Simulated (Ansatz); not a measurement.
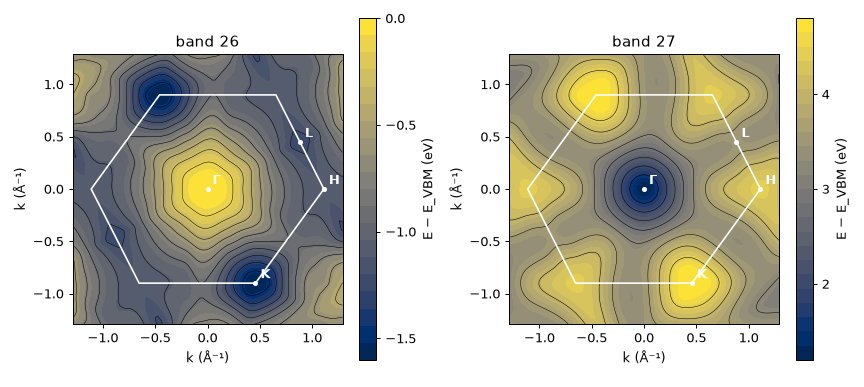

Two bands of CdS (P6_3mc) over the plane through Γ, H and L: the highest mostly filled and the lowest mostly empty one.

Computed with DFT PBE, scalar-relativistic, plane waves, PAW; levels and slopes on a dense k mesh at the converged density in Ansatz. No spin polarisation. k mesh for the levels: 30×30×16. Unrelaxed database geometry.

**Give both levels and their distance at the named points.**

```json
{"point": "Γ", "lower band (eV)": "0.00", "upper band (eV)": "1.20", "distance (eV)": "1.20"}
{"point": "K", "lower band (eV)": "−1.59", "upper band (eV)": "4.66", "distance (eV)": "6.24"}
{"point": "H", "lower band (eV)": "−1.10", "upper band (eV)": "4.39", "distance (eV)": "5.49"}
{"point": "L", "lower band (eV)": "−1.31", "upper band (eV)": "3.48", "distance (eV)": "4.79"}
```

**Where are the band edges of the whole zone?**

The valence band has one maximum at Γ, two bands meeting there, with masses of 0.13 and 1.67 mₑ along x, 0.13 and 1.67 mₑ along y and 1.66 mₑ along z; the conduction band has one minimum at Γ, principal masses 0.12, 0.13 and 0.13 mₑ. The gap is direct, 1.20 eV at this level of theory (semilocal functionals give gaps that are too small, and can reorder valleys that lie close).

Spin-orbit coupling, left out here, can change the gap, its kind, the place of the band edges and the masses, since the compound holds Cd.
